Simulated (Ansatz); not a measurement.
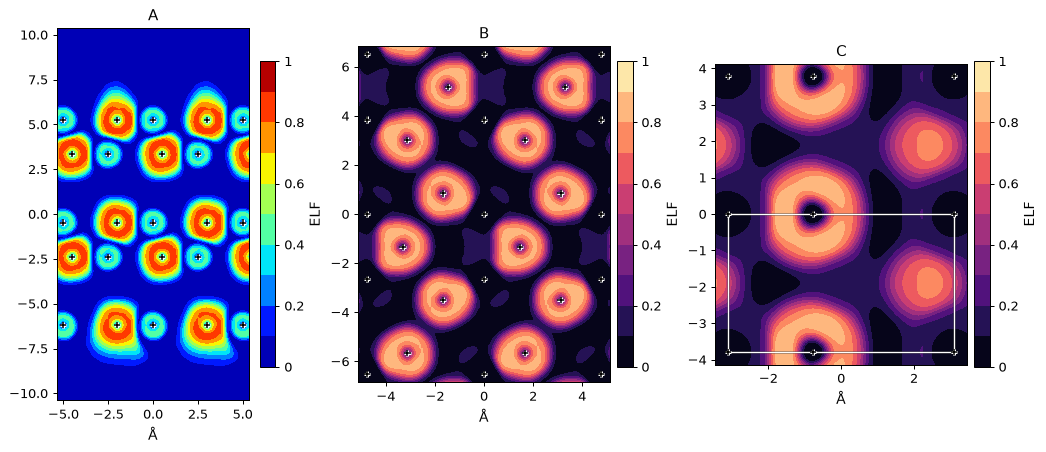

The electron localisation function of 3 systems, each on a plane through atoms (crosses mark nuclei in the plane).

Theory: Ansatz 0.2.0, DFT PBEsol, scalar-relativistic, plane waves, PAW.

System 1: ZnS, the (11̄0) plane of the conventional cell. Space group P6₃mc; a generated structure, not necessarily the stable one.

```xyz
4
Lattice="3.7819 0.0000 0.0000 -1.8909 3.2752 0.0000 0.0000 0.0000 6.2081" Properties=species:S:1:pos:R:3 pbc="T T T"
Zn    0.0000    2.1835    0.0030
Zn    1.8910    1.0917    3.1071
S     0.0000    2.1835    2.3250
S     1.8910    1.0917    5.4290
```

System 2: Al$_{2}$O$_{3}$, the (100) plane of the conventional cell. Space group R-3c; a generated structure, not necessarily the stable one.

```
Al O
1.0
     4.77378    0.00000    0.00000
    -2.38689    4.13421    0.00000
     0.00000    0.00000   13.01451
Al O
12 18
Direct
  0.66667 0.33333 0.18542
  0.33333 0.66667 0.51875
  0.00000 0.00000 0.85208
  0.33333 0.66667 0.31458
  0.00000 0.00000 0.64792
  0.66667 0.33333 0.98125
  0.00000 0.00000 0.14792
  0.66667 0.33333 0.48125
  0.33333 0.66667 0.81458
  0.33333 0.66667 0.01875
  0.00000 0.00000 0.35208
  0.66667 0.33333 0.68542
  0.97252 0.33333 0.08333
  0.63919 0.66667 0.41667
  0.30585 0.00000 0.75000
  0.66667 0.63919 0.08333
  0.33333 0.97252 0.41667
  0.00000 0.30585 0.75000
  0.36081 0.02748 0.08333
  0.02748 0.36081 0.41667
  0.69415 0.69415 0.75000
  0.69415 0.00000 0.25000
  0.36081 0.33333 0.58333
  0.02748 0.66667 0.91667
  0.00000 0.69415 0.25000
  0.66667 0.02748 0.58333
  0.33333 0.36081 0.91667
  0.30585 0.30585 0.25000
  0.97252 0.63919 0.58333
  0.63919 0.97252 0.91667
```

System 3: MgO (slab), the (100) plane of the calculation cell, a cut from vacuum to vacuum. Not relaxed (largest force 1.3 eV/Å).

Which map belongs to which system?

Answer. Panel A is system 3, MgO: the plane holds Mg and O. Mg–O (1.99 Å): the ELF peaks at about 0.80 in the valence shell of O, 0.7 Å from its nucleus, and is about 0.35 at the midpoint (a closed-shell, largely ionic contact). Panel B is system 2, Al$_{2}$O$_{3}$: the plane holds Al and O. Al–O (1.86 Å): the ELF peaks at about 0.85 in the valence shell of O, 0.7 Å from its nucleus, and is about 0.80 at the midpoint. Panel C is system 1, ZnS: the plane holds Zn and S. Zn–S (2.32 Å): the ELF peaks at about 0.90 in the valence shell of S, 0.9 Å from its nucleus, and is about 0.55 at the midpoint.
